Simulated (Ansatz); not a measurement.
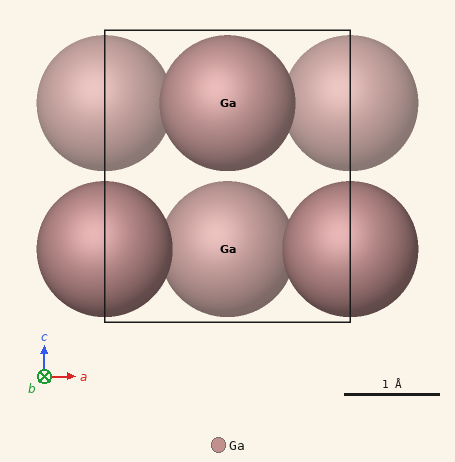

*The starting structure (spheres-only view of the cell 2 times as large as that of the calculation, set on its symmetry axes, along the b axis). An atom can appear more than once, as a periodic image.*

# Geometry relaxation of Ga (part 1 of 2)

- system: Ga (Cmcm, 2 atoms in the cell)
- method: DFT PBEsol, scalar-relativistic, plane waves, PAW (Ansatz 0.2.0)

The structure derives from an entry of the Crystallography Open Database. The run did not end well. It belongs to a series of runs on one base structure; here: elastic constants, atoms relaxed.

Input
```yaml
crystal:
  lattice:
    - [1.2931258938, -3.8361116753, 0.0]
    - [1.2931258938, 3.8361116753, 0.0]
    - [0.0, 0.0, 3.0724268339]
  atoms:
    - { symbol: Ga, position: [0.8670912765, 0.1329087235, 0.25] }
    - { symbol: Ga, position: [0.1329087235, 0.8670912765, 0.75] }
basis:
  ecutwfc: 420
kpoints:
  mp_grid: { grid: [16, 16, 14] }
hamiltonian:
  xc: pbesol
scf:
  occupations: { method: fermi_dirac, width: 0.15 }
output:
  forces: true
  stress: true
  eigenvalues: true
elastic:
  mode: relaxed_ion
  amplitude: 0.005
```

Machine: 1 thread of Arm Neoverse V2, 24 GiB of memory available, shared host.

Run as:
```bash
ansatz run input.yaml --threads 1 --pin off --max-ram 3072MiB --backend cpu --events-out ev --progress --plain --runs-dir out
```

Log
```
band count auto-derived: 18 (N_el = 26.0; filled up to band 13; 17 by the electrons, moments and atoms)
Engine: ansatz 0.2.0, aarch64-unknown-linux-gnu
Pseudopotentials: kind: paw
Pseudopotential: Ga, paw, valence charge 13, recommended cutoff 420 eV (normal), Ga.paw.azcp
Functional definition: PBEsol
  exchange = pbesol_x
  correlation = pbesol_c
Crystal: 2 atoms, lattice volume = 30.482 Å³
Basis set: ecut = 420 eV, 603 PW (Γ), exchange–correlation on 60×60×48 points (8 copies of the dense FFT grid, shifted against one another)
Bands: 18, of which v1, the nominal top of the filled ones, is band 13 counted from 1 (12 counted from 0)
Symmetry: 8 space group operations
Space group: Cmcm (ITA 63), of the structure as read, at distance tolerance 3.1e-5 Å
k-points: 584 of 3584
Non-local potential: Ga, projectors of the file, l = 0: 2, l = 1: 2, l = 2: 3, l = 3: 1
PAW form: soft (Blöchl's): semilocal exchange-correlation on the pseudo side does not see the compensation charge
PAW frozen core: Ga, regenerated for the run's functional, and the local potential with it (the file was generated under x = pbe(κ = 0.804, μ = 0.2195149727645171), c = pbe(β = 0.06672455060314922))
PAW one-centre angular grid: Ga, 590 points (default); XC on 64 Gauss nodes
Initial density: superposition of atomic densities (neutral atoms: chi_scale 0, normalization atom), corrected by the library's trained network
Initial wavefunctions: pseudopotential atomic-orbital guess
Functional: x = pbesol(κ = 0.804, μ = 0.12345679012345678), c = pbesol(β = 0.046)
SCF iter   1: F=—  HF=-7486.194156 eV  |F-HF|=—  |Δ(HF+E_count)|=         —  Δρ=3.23e-3  dr2=1.71e-3  ethr=1.77e-3  ⟨swp⟩=4.9  Hψ=47486  notcnv=0
preconditioner: auto → Kerker (q_TF=auto, 2.657 Å⁻¹)  [metal: Δε(μ)=0.022 eV  Ē_g=19.243 eV  σ=0.150 eV  W_gap=0.04  n_scr=12 (ndim 8)  ℏωp=34.3 eV  f_vac=0.000  D(μ)=0.60/eV (n_scr^D=2)]
SCF iter   2: F=—  HF=-7486.192783 eV  |F-HF|=—  |Δ(HF+E_count)|=   1.37e-3  Δρ=1.44e-3  dr2=4.90e-4  ethr=6.57e-6  ⟨swp⟩=2.0  Hψ=21808  notcnv=0
SCF iter   3: F=—  HF=-7486.192728 eV  |F-HF|=—  |Δ(HF+E_count)|=   5.45e-5  Δρ=7.47e-4  dr2=1.66e-4  ethr=1.88e-6  ⟨swp⟩=1.0  Hψ=10459  notcnv=0
SCF iter   4: F=—  HF=-7486.192682 eV  |F-HF|=—  |Δ(HF+E_count)|=   4.61e-5  Δρ=1.56e-4  dr2=6.84e-6  ethr=6.37e-7  ⟨swp⟩=2.0  Hψ=12205  notcnv=0
SCF iter   5: F=—  HF=-7486.192684 eV  |F-HF|=—  |Δ(HF+E_count)|=   2.37e-6  Δρ=6.40e-5  dr2=6.19e-7  ethr=2.63e-8  ⟨swp⟩=2.0  Hψ=17541  notcnv=0
SCF iter   6: F=—  HF=-7486.192684 eV  |F-HF|=—  |Δ(HF+E_count)|=   5.44e-7  Δρ=1.35e-5  dr2=3.12e-8  ethr=2.38e-9  ⟨swp⟩=2.0  Hψ=18087  notcnv=0
SCF iter   7: F=—  HF=-7486.192684 eV  |F-HF|=—  |Δ(HF+E_count)|=   1.54e-8  Δρ=4.30e-6  dr2=3.44e-9  ethr=1.20e-10  ⟨swp⟩=2.0  Hψ=18049  notcnv=0
SCF iter   8: F=—  HF=-7486.192684 eV  |F-HF|=—  |Δ(HF+E_count)|=   1.59e-9  Δρ=8.75e-7  dr2=2.03e-10  ethr=1.32e-11  ⟨swp⟩=2.0  Hψ=16324  notcnv=0
SCF iter   9: F=—  HF=-7486.192684 eV  |F-HF|=—  |Δ(HF+E_count)|=  1.14e-10  Δρ=9.49e-8  dr2=2.99e-12  ethr=7.80e-13 (applied; sched 1.00e-12)  ⟨swp⟩=2.0  Hψ=17090  notcnv=0
SCF iter  10: F=-7486.192684 eV  HF=-7486.192684 eV  |F-HF|=1.82e-12  |Δ(HF+E_count)|=  9.09e-13  Δρ=1.06e-8  dr2=3.17e-14  ethr=1.00e-12  ⟨swp⟩=3.5  Hψ=45650  notcnv=0
SCF 1 converged in 10 iterations: F = -7486.192684 eV  dr2 = 3.17e-14
  greatest PAW one-centre occupation: 0.994 electrons in one spin orbital (limit 2), on the Ga atom at site 1 (counted from 0), in its partial waves of l = 2
relax step   1: F+E_penalty+E_count = -7486.19268388 eV  Δ(F+E_penalty+E_count) = +0.000e0 eV  max|allowed force component| = 1.725e-4 eV/Å  Δτ_max = 0.0000 Å  (10 SCF iters, accepted)
Initial density: handed on by an earlier stage of this run
Initial wavefunctions: pseudopotential atomic-orbital guess (no wavefunctions were taken with the density)
iter 1 solved again at ethr=2.11e-7 eV; its pass at ethr=3.10e-3 eV (dr2=5.48e-5 eV) is discarded
SCF iter   1: F=—  HF=-7486.192685 eV  |F-HF|=—  |Δ(HF+E_count)|=         —  Δρ=1.07e-4  dr2=2.22e-6  ethr=2.11e-7  ⟨swp⟩=2.5  Hψ=70030  notcnv=0
preconditioner: auto → Kerker (q_TF=auto, 2.657 Å⁻¹)  [metal: Δε(μ)=0.005 eV  Ē_g=19.285 eV  σ=0.150 eV  W_gap=0.01  n_scr=12 (ndim 8)  ℏωp=34.3 eV  f_vac=0.000  D(μ)=0.60/eV (n_scr^D=2)]
SCF iter   2: F=—  HF=-7486.192684 eV  |F-HF|=—  |Δ(HF+E_count)|=   5.69e-7  Δρ=5.45e-5  dr2=6.95e-7  ethr=8.55e-9  ⟨swp⟩=1.2  Hψ=11226  notcnv=0
SCF iter   3: F=—  HF=-7486.192684 eV  |F-HF|=—  |Δ(HF+E_count)|=   2.20e-7  Δρ=5.26e-6  dr2=8.95e-9  ethr=2.67e-9  ⟨swp⟩=2.0  Hψ=18006  notcnv=0
SCF iter   4: F=—  HF=-7486.192684 eV  |F-HF|=—  |Δ(HF+E_count)|=   4.01e-9  Δρ=2.63e-6  dr2=1.56e-9  ethr=3.44e-11  ⟨swp⟩=2.0  Hψ=18181  notcnv=0
SCF iter   5: F=—  HF=-7486.192684 eV  |F-HF|=—  |Δ(HF+E_count)|=   1.68e-9  Δρ=9.41e-7  dr2=4.30e-10  ethr=5.99e-12  ⟨swp⟩=2.0  Hψ=17962  notcnv=0
SCF iter   6: F=—  HF=-7486.192684 eV  |F-HF|=—  |Δ(HF+E_count)|=  9.91e-11  Δρ=2.36e-7  dr2=2.52e-11  ethr=1.65e-12  ⟨swp⟩=3.0  Hψ=18239  notcnv=0
SCF iter   7: F=—  HF=-7486.192684 eV  |F-HF|=—  |Δ(HF+E_count)|=  9.09e-13  Δρ=4.62e-8  dr2=5.78e-13  ethr=9.70e-14 (applied; sched 1.00e-12)  ⟨swp⟩=2.0  Hψ=11665  notcnv=0
SCF iter   8: F=-7486.192684 eV  HF=-7486.192684 eV  |F-HF|=9.09e-13  |Δ(HF+E_count)|=  9.09e-13  Δρ=6.43e-9  dr2=1.25e-14  ethr=1.00e-12  ⟨swp⟩=4.0  Hψ=35600  notcnv=0
SCF 2 converged in 8 iterations: F = -7486.192684 eV  dr2 = 1.25e-14
relax step   2: F+E_penalty+E_count = -7486.19268389 eV  Δ(F+E_penalty+E_count) = -1.715e-9 eV  max|allowed force component| = 4.064e-5 eV/Å  Δτ_max = 0.0000 Å  (8 SCF iters, accepted)
[... from here on the SCF iterations and repeated set-up lines of each step are left out, up to the last step ...]
SCF 3 converged in 9 iterations: F = -7486.192684 eV  dr2 = 2.14e-14
SCF 4 converged in 11 iterations: F = -7486.161768 eV  dr2 = 3.39e-14
relax step   1: F+E_penalty+E_count = -7486.16176764 eV  Δ(F+E_penalty+E_count) = +0.000e0 eV  max|allowed force component| = 4.081e-2 eV/Å  Δτ_max = 0.0000 Å  (11 SCF iters, accepted)
SCF 5 converged in 9 iterations: F = -7486.161867 eV  dr2 = 1.85e-14
relax step   2: F+E_penalty+E_count = -7486.16186722 eV  Δ(F+E_penalty+E_count) = -9.958e-5 eV  max|allowed force component| = 7.634e-4 eV/Å  Δτ_max = 0.0025 Å  (9 SCF iters, accepted)
SCF 6 converged in 7 iterations: F = -7486.161867 eV  dr2 = 9.41e-15
relax step   3: F+E_penalty+E_count = -7486.16186725 eV  Δ(F+E_penalty+E_count) = -3.480e-8 eV  max|allowed force component| = 1.069e-6 eV/Å  Δτ_max = 0.0000 Å  (7 SCF iters, accepted)
SCF 7 converged in 2 iterations: F = -7486.161867 eV  dr2 = 1.15e-14
SCF 8 converged in 11 iterations: F = -7486.177837 eV  dr2 = 8.14e-15
relax step   1: F+E_penalty+E_count = -7486.17783694 eV  Δ(F+E_penalty+E_count) = +0.000e0 eV  max|allowed force component| = 2.037e-2 eV/Å  Δτ_max = 0.0000 Å  (11 SCF iters, accepted)
SCF 9 converged in 9 iterations: F = -7486.177862 eV  dr2 = 4.53e-15
relax step   2: F+E_penalty+E_count = -7486.17786199 eV  Δ(F+E_penalty+E_count) = -2.505e-5 eV  max|allowed force component| = 2.186e-4 eV/Å  Δτ_max = 0.0012 Å  (9 SCF iters, accepted)
SCF 10 converged in 5 iterations: F = -7486.177862 eV  dr2 = 7.17e-14
relax step   3: F+E_penalty+E_count = -7486.17786199 eV  Δ(F+E_penalty+E_count) = -2.883e-9 eV  max|allowed force component| = 9.484e-8 eV/Å  Δτ_max = 0.0000 Å  (5 SCF iters, accepted)
SCF 11 converged in 2 iterations: F = -7486.177862 eV  dr2 = 4.78e-14
SCF 12 converged in 11 iterations: F = -7486.206376 eV  dr2 = 7.27e-15
relax step   1: F+E_penalty+E_count = -7486.20637615 eV  Δ(F+E_penalty+E_count) = +0.000e0 eV  max|allowed force component| = 2.047e-2 eV/Å  Δτ_max = 0.0000 Å  (11 SCF iters, accepted)
SCF 13 converged in 9 iterations: F = -7486.206402 eV  dr2 = 4.82e-15
relax step   2: F+E_penalty+E_count = -7486.20640191 eV  Δ(F+E_penalty+E_count) = -2.576e-5 eV  max|allowed force component| = 3.944e-4 eV/Å  Δτ_max = 0.0012 Å  (9 SCF iters, accepted)
SCF 14 converged in 5 iterations: F = -7486.206402 eV  dr2 = 4.06e-14
relax step   3: F+E_penalty+E_count = -7486.20640192 eV  Δ(F+E_penalty+E_count) = -9.574e-9 eV  max|allowed force component| = 3.567e-7 eV/Å  Δτ_max = 0.0000 Å  (5 SCF iters, accepted)
SCF 15 converged in 2 iterations: F = -7486.206402 eV  dr2 = 2.47e-14
SCF 16 converged in 11 iterations: F = -7486.218989 eV  dr2 = 1.29e-14
relax step   1: F+E_penalty+E_count = -7486.21898908 eV  Δ(F+E_penalty+E_count) = +0.000e0 eV  max|allowed force component| = 4.096e-2 eV/Å  Δτ_max = 0.0000 Å  (11 SCF iters, accepted)
SCF 17 converged in 9 iterations: F = -7486.219093 eV  dr2 = 2.04e-14
relax step   2: F+E_penalty+E_count = -7486.21909327 eV  Δ(F+E_penalty+E_count) = -1.042e-4 eV  max|allowed force component| = 3.608e-4 eV/Å  Δτ_max = 0.0025 Å  (9 SCF iters, accepted)
SCF 18 converged in 5 iterations: F = -7486.219093 eV  dr2 = 3.22e-14
relax step   3: F+E_penalty+E_count = -7486.21909328 eV  Δ(F+E_penalty+E_count) = -8.100e-9 eV  max|allowed force component| = 6.168e-7 eV/Å  Δτ_max = 0.0000 Å  (5 SCF iters, accepted)
SCF 19 converged in 2 iterations: F = -7486.219093 eV  dr2 = 2.24e-14
SCF 20 converged in 11 iterations: F = -7486.162436 eV  dr2 = 2.14e-14
relax step   1: F+E_penalty+E_count = -7486.16243613 eV  Δ(F+E_penalty+E_count) = +0.000e0 eV  max|allowed force component| = 3.100e-2 eV/Å  Δτ_max = 0.0000 Å  (11 SCF iters, accepted)
SCF 21 converged in 9 iterations: F = -7486.162492 eV  dr2 = 1.07e-14
relax step   2: F+E_penalty+E_count = -7486.16249205 eV  Δ(F+E_penalty+E_count) = -5.592e-5 eV  max|allowed force component| = 1.379e-3 eV/Å  Δτ_max = 0.0019 Å  (9 SCF iters, accepted)
SCF 22 converged in 7 iterations: F = -7486.162492 eV  dr2 = 1.10e-14
relax step   3: F+E_penalty+E_count = -7486.16249216 eV  Δ(F+E_penalty+E_count) = -1.110e-7 eV  max|allowed force component| = 1.554e-6 eV/Å  Δτ_max = 0.0001 Å  (7 SCF iters, accepted)
SCF 23 converged in 2 iterations: F = -7486.162492 eV  dr2 = 1.11e-14
SCF 24 converged in 10 iterations: F = -7486.177988 eV  dr2 = 6.67e-14
relax step   1: F+E_penalty+E_count = -7486.17798834 eV  Δ(F+E_penalty+E_count) = +0.000e0 eV  max|allowed force component| = 1.510e-2 eV/Å  Δτ_max = 0.0000 Å  (10 SCF iters, accepted)
SCF 25 converged in 8 iterations: F = -7486.178002 eV  dr2 = 6.43e-14
relax step   2: F+E_penalty+E_count = -7486.17800193 eV  Δ(F+E_penalty+E_count) = -1.359e-5 eV  max|allowed force component| = 3.086e-4 eV/Å  Δτ_max = 0.0009 Å  (8 SCF iters, accepted)
SCF 26 converged in 5 iterations: F = -7486.178002 eV  dr2 = 2.17e-14
relax step   3: F+E_penalty+E_count = -7486.17800193 eV  Δ(F+E_penalty+E_count) = -5.677e-9 eV  max|allowed force component| = 2.627e-7 eV/Å  Δτ_max = 0.0000 Å  (5 SCF iters, accepted)
SCF 27 converged in 2 iterations: F = -7486.178002 eV  dr2 = 1.64e-14
SCF 28 converged in 10 iterations: F = -7486.206554 eV  dr2 = 5.74e-14
relax step   1: F+E_penalty+E_count = -7486.20655393 eV  Δ(F+E_penalty+E_count) = +0.000e0 eV  max|allowed force component| = 1.424e-2 eV/Å  Δτ_max = 0.0000 Å  (10 SCF iters, accepted)
SCF 29 converged in 8 iterations: F = -7486.206567 eV  dr2 = 6.01e-14
relax step   2: F+E_penalty+E_count = -7486.20656654 eV  Δ(F+E_penalty+E_count) = -1.261e-5 eV  max|allowed force component| = 6.048e-4 eV/Å  Δτ_max = 0.0008 Å  (8 SCF iters, accepted)
SCF 30 converged in 6 iterations: F = -7486.206567 eV  dr2 = 4.83e-14
relax step   3: F+E_penalty+E_count = -7486.20656657 eV  Δ(F+E_penalty+E_count) = -2.279e-8 eV  max|allowed force component| = 2.249e-7 eV/Å  Δτ_max = 0.0000 Å  (6 SCF iters, accepted)
SCF 31 converged in 2 iterations: F = -7486.206567 eV  dr2 = 3.60e-14
SCF 32 converged in 11 iterations: F = -7486.219635 eV  dr2 = 1.03e-14
relax step   1: F+E_penalty+E_count = -7486.21963469 eV  Δ(F+E_penalty+E_count) = +0.000e0 eV  max|allowed force component| = 2.781e-2 eV/Å  Δτ_max = 0.0000 Å  (11 SCF iters, accepted)
SCF 33 converged in 9 iterations: F = -7486.219684 eV  dr2 = 9.61e-15
relax step   2: F+E_penalty+E_count = -7486.21968396 eV  Δ(F+E_penalty+E_count) = -4.927e-5 eV  max|allowed force component| = 6.238e-4 eV/Å  Δτ_max = 0.0017 Å  (9 SCF iters, accepted)
SCF 34 converged in 6 iterations: F = -7486.219684 eV  dr2 = 5.27e-14
relax step   3: F+E_penalty+E_count = -7486.21968398 eV  Δ(F+E_penalty+E_count) = -2.476e-8 eV  max|allowed force component| = 6.238e-7 eV/Å  Δτ_max = 0.0000 Å  (6 SCF iters, accepted)
SCF 35 converged in 3 iterations: F = -7486.219684 eV  dr2 = 2.47e-14
SCF 36 converged in 11 iterations: F = -7486.162599 eV  dr2 = 3.21e-14
relax step   1: F+E_penalty+E_count = -7486.16259883 eV  Δ(F+E_penalty+E_count) = +0.000e0 eV  max|allowed force component| = 6.071e-3 eV/Å  Δτ_max = 0.0000 Å  (11 SCF iters, accepted)
SCF 37 converged in 8 iterations: F = -7486.162601 eV  dr2 = 1.17e-14
relax step   2: F+E_penalty+E_count = -7486.16260099 eV  Δ(F+E_penalty+E_count) = -2.164e-6 eV  max|allowed force component| = 2.187e-4 eV/Å  Δτ_max = 0.0004 Å  (8 SCF iters, accepted)
SCF 38 converged in 5 iterations: F = -7486.162601 eV  dr2 = 6.29e-14
relax step   3: F+E_penalty+E_count = -7486.16260099 eV  Δ(F+E_penalty+E_count) = -2.813e-9 eV  max|allowed force component| = 9.694e-8 eV/Å  Δτ_max = 0.0000 Å  (5 SCF iters, accepted)
SCF 39 converged in 2 iterations: F = -7486.162601 eV  dr2 = 4.05e-14
SCF 40 converged in 11 iterations: F = -7486.178028 eV  dr2 = 8.28e-15
relax step   1: F+E_penalty+E_count = -7486.17802761 eV  Δ(F+E_penalty+E_count) = +0.000e0 eV  max|allowed force component| = 3.063e-3 eV/Å  Δτ_max = 0.0000 Å  (11 SCF iters, accepted)
SCF 41 converged in 7 iterations: F = -7486.178028 eV  dr2 = 5.63e-14
relax step   2: F+E_penalty+E_count = -7486.17802817 eV  Δ(F+E_penalty+E_count) = -5.614e-7 eV  max|allowed force component| = 5.259e-5 eV/Å  Δτ_max = 0.0002 Å  (7 SCF iters, accepted)
SCF 42 converged in 5 iterations: F = -7486.178028 eV  dr2 = 1.22e-14
relax step   3: F+E_penalty+E_count = -7486.17802817 eV  Δ(F+E_penalty+E_count) = -1.655e-10 eV  max|allowed force component| = 2.398e-8 eV/Å  Δτ_max = 0.0000 Å  (5 SCF iters, accepted)
SCF 43 converged in 2 iterations: F = -7486.178028 eV  dr2 = 1.17e-14
SCF 44 converged in 11 iterations: F = -7486.206577 eV  dr2 = 7.68e-15
relax step   1: F+E_penalty+E_count = -7486.20657711 eV  Δ(F+E_penalty+E_count) = +0.000e0 eV  max|allowed force component| = 2.987e-3 eV/Å  Δτ_max = 0.0000 Å  (11 SCF iters, accepted)
SCF 45 converged in 7 iterations: F = -7486.206578 eV  dr2 = 4.98e-14
relax step   2: F+E_penalty+E_count = -7486.20657766 eV  Δ(F+E_penalty+E_count) = -5.529e-7 eV  max|allowed force component| = 1.045e-4 eV/Å  Δτ_max = 0.0002 Å  (7 SCF iters, accepted)
SCF 46 converged in 5 iterations: F = -7486.206578 eV  dr2 = 5.53e-14
relax step   3: F+E_penalty+E_count = -7486.20657766 eV  Δ(F+E_penalty+E_count) = -6.776e-10 eV  max|allowed force component| = 5.447e-8 eV/Å  Δτ_max = 0.0000 Å  (5 SCF iters, accepted)
SCF 47 converged in 2 iterations: F = -7486.206578 eV  dr2 = 4.04e-14
SCF 48 converged in 11 iterations: F = -7486.219714 eV  dr2 = 1.25e-14
relax step   1: F+E_penalty+E_count = -7486.21971417 eV  Δ(F+E_penalty+E_count) = +0.000e0 eV  max|allowed force component| = 6.008e-3 eV/Å  Δτ_max = 0.0000 Å  (11 SCF iters, accepted)
SCF 49 converged in 8 iterations: F = -7486.219716 eV  dr2 = 1.11e-14
relax step   2: F+E_penalty+E_count = -7486.21971646 eV  Δ(F+E_penalty+E_count) = -2.281e-6 eV  max|allowed force component| = 1.060e-4 eV/Å  Δτ_max = 0.0004 Å  (8 SCF iters, accepted)
SCF 50 converged in 5 iterations: F = -7486.219716 eV  dr2 = 5.07e-14
relax step   3: F+E_penalty+E_count = -7486.21971646 eV  Δ(F+E_penalty+E_count) = -7.103e-10 eV  max|allowed force component| = 6.858e-8 eV/Å  Δτ_max = 0.0000 Å  (5 SCF iters, accepted)
SCF 51 converged in 3 iterations: F = -7486.219716 eV  dr2 = 2.60e-14
SCF 52 converged in 10 iterations: F = -7486.192021 eV  dr2 = 2.75e-14
relax step   1: F+E_penalty+E_count = -7486.19202053 eV  Δ(F+E_penalty+E_count) = +0.000e0 eV  max|allowed force component| = 8.861e-3 eV/Å  Δτ_max = 0.0000 Å  (10 SCF iters, accepted)
SCF 53 converged in 9 iterations: F = -7486.192030 eV  dr2 = 1.14e-15
relax step   2: F+E_penalty+E_count = -7486.19203021 eV  Δ(F+E_penalty+E_count) = -9.688e-6 eV  max|allowed force component| = 3.857e-3 eV/Å  Δτ_max = 0.0008 Å  (9 SCF iters, accepted)
SCF 54 converged in 8 iterations: F = -7486.192033 eV  dr2 = 8.29e-15
relax step   3: F+E_penalty+E_count = -7486.19203254 eV  Δ(F+E_penalty+E_count) = -2.322e-6 eV  max|allowed force component| = 4.730e-5 eV/Å  Δτ_max = 0.0006 Å  (8 SCF iters, accepted)
SCF 55 converged in 2 iterations: F = -7486.192033 eV  dr2 = 1.19e-14
SCF 56 converged in 10 iterations: F = -7486.192519 eV  dr2 = 7.48e-15
relax step   1: F+E_penalty+E_count = -7486.19251872 eV  Δ(F+E_penalty+E_count) = +0.000e0 eV  max|allowed force component| = 4.420e-3 eV/Å  Δτ_max = 0.0000 Å  (10 SCF iters, accepted)
SCF 57 converged in 8 iterations: F = -7486.192522 eV  dr2 = 3.76e-14
relax step   2: F+E_penalty+E_count = -7486.19252171 eV  Δ(F+E_penalty+E_count) = -2.988e-6 eV  max|allowed force component| = 2.407e-4 eV/Å  Δτ_max = 0.0007 Å  (8 SCF iters, accepted)
SCF 58 converged in 6 iterations: F = -7486.192522 eV  dr2 = 8.55e-15
relax step   3: F+E_penalty+E_count = -7486.19252172 eV  Δ(F+E_penalty+E_count) = -3.527e-9 eV  max|allowed force component| = 5.295e-6 eV/Å  Δτ_max = 0.0000 Å  (6 SCF iters, accepted)
SCF 59 converged in 2 iterations: F = -7486.192522 eV  dr2 = 1.19e-14
SCF 60 converged in 10 iterations: F = -7486.192519 eV  dr2 = 6.25e-15
relax step   1: F+E_penalty+E_count = -7486.19251872 eV  Δ(F+E_penalty+E_count) = +0.000e0 eV  max|allowed force component| = 4.420e-3 eV/Å  Δτ_max = 0.0000 Å  (10 SCF iters, accepted)
SCF 61 converged in 8 iterations: F = -7486.192522 eV  dr2 = 8.34e-15
relax step   2: F+E_penalty+E_count = -7486.19252170 eV  Δ(F+E_penalty+E_count) = -2.979e-6 eV  max|allowed force component| = 4.443e-4 eV/Å  Δτ_max = 0.0007 Å  (8 SCF iters, accepted)
```
